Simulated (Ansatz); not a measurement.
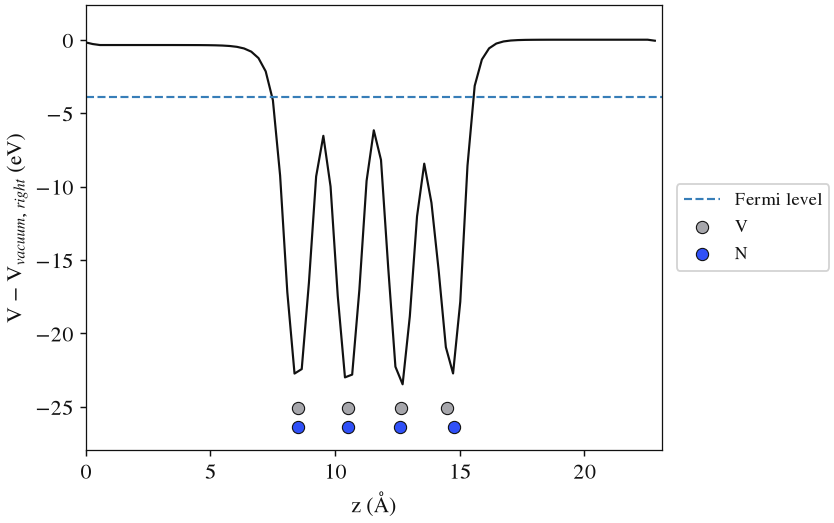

Plane-averaged electrostatic potential energy of an electron across the slab; circles at the bottom mark the heights of the atoms (positions after relaxation).

This input was run:

```
crystal:
  lattice:
    - [2.8799338822, 0.0, 0.0]
    - [0.0, 2.8799338822, 0.0]
    - [0.0, 0.0, 23.1092623325]
  atoms:
    - { symbol: V, position: [0.5, 0.5, 0.3678178852] }
    - { symbol: "N", position: [0.0, 0.0, 0.3678178852] }
    - { symbol: V, position: [0.0, 0.0, 0.4559392951] }
    - { symbol: "N", position: [0.5, 0.5, 0.4559392951] }
    - { symbol: V, position: [0.5, 0.5, 0.5440607049] }
    - { symbol: "N", position: [0.0, 0.0, 0.5440607049] }
    - { symbol: V, position: [0.0, 0.0, 0.6321821148] }
    - { symbol: "N", position: [0.5, 0.5, 0.6321821148] }
basis:
  ecutwfc: 420
kpoints:
  mp_grid: { grid: [10, 10, 1] }
hamiltonian:
  xc: pbesol
scf:
  occupations: { method: gaussian, width: 0.1 }
output:
  forces: true
  eigenvalues: true
  write_density: true
  write_potential: true
  elf: true
  volumetric_format: npy
relax:
  adjacent_minimum: "off"
  f_tol: 0.03
  max_steps: 70
  constraints: [{ sites: [0, 1, 2, 3] }]
efield:
  axis: 3
  dipole_correction: true
  ramp_width: 0.04
```

Command:
```bash
ansatz run input.yaml --threads 2 --pin off --max-ram 5120MiB --backend cpu --events-out ev --progress --plain --runs-dir out
```

**Read off the work function of each face.**

The work function is 3.90 eV at the right face and 3.54 eV at the left.

**How thick are slab and vacuum?**

The outermost atoms are 6.3 Å apart, which leaves 16.9 Å of vacuum in a cell 23.1 Å high.

**Do the two faces differ, and what does that say about the slab's dipole?**

The vacuum levels differ by 0.36 eV, so the slab carries a dipole along its normal. Some atoms were held fixed in the relaxation, which can itself make the faces differ.

The run has no spin polarisation, so a magnetic state may lie lower.
